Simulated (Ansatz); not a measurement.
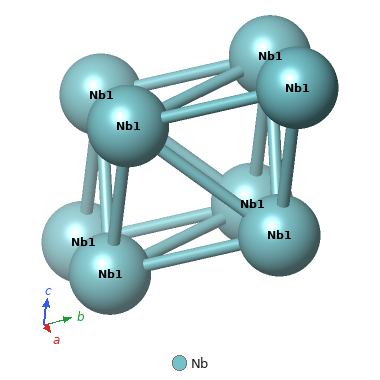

The system is Nb (Fm-3m, No. 225; 1 atom in the cell); the picture shows the reference structure. The cell is strained homogeneously, by one strain along x and y and another along z, with fractional coordinates fixed (x, y and z along the cube axes). The first coordinate is: strain along x and y; the second: strain along z. The scan uses a 5 × 5 grid. At 1 point there is no value. Energies are in meV/atom, from the unstrained cell. The reference cell is the one listed in the database, not relaxed at this level. Theory: DFT PBEsol, scalar-relativistic, plane waves, PAW in Ansatz 0.2.0. Settings: cutoff 420 eV, k-mesh 20×20×20, gaussian smearing 0.15 eV, no spin polarisation.

Its coordinates:

```
CELL_PARAMETERS angstrom
0.00000 2.11500 2.11500
2.11500 0.00000 2.11500
2.11500 2.11500 0.00000
ATOMIC_POSITIONS crystal
Nb 0.00000 0.00000 0.00000
```

Range: strain along x and y from −8 to 8 %; strain along z from −8 to 8 %.

Question: What landscape does the calculation give?

Answer: The lowest grid point is at strain along x and y = −8 %, strain along z = 8 %, −158 meV/atom from the unstrained cell. It lies at the edge of the scanned range, so the true minimum may lie outside. The energy also falls towards the edge at strain along x and y = 4 %, strain along z = −8 % (36 meV/atom above the lowest), where a further well may lie outside the range. The highest grid point, strain along x and y = 8 %, strain along z = 8 %, lies 772 meV/atom above the lowest.

```csv
"strain along z ↓, strain along x and y →",−8,−4,0,4,8
8,−158,−99,73,319,614
4,−70,−75,32,–,453
0,69,−21,0,105,284
−4,251,48,−36,−11,115
−8,454,115,−76,−123,−47
```

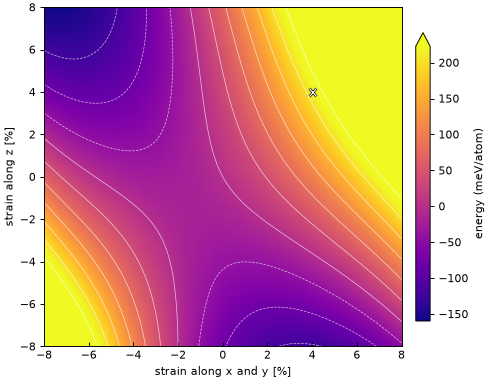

The picture shows a smooth colour map with a few white contour lines, crosses at grid points without a value, one colour for all values above the top of the scale. Between grid points the surface is interpolated.
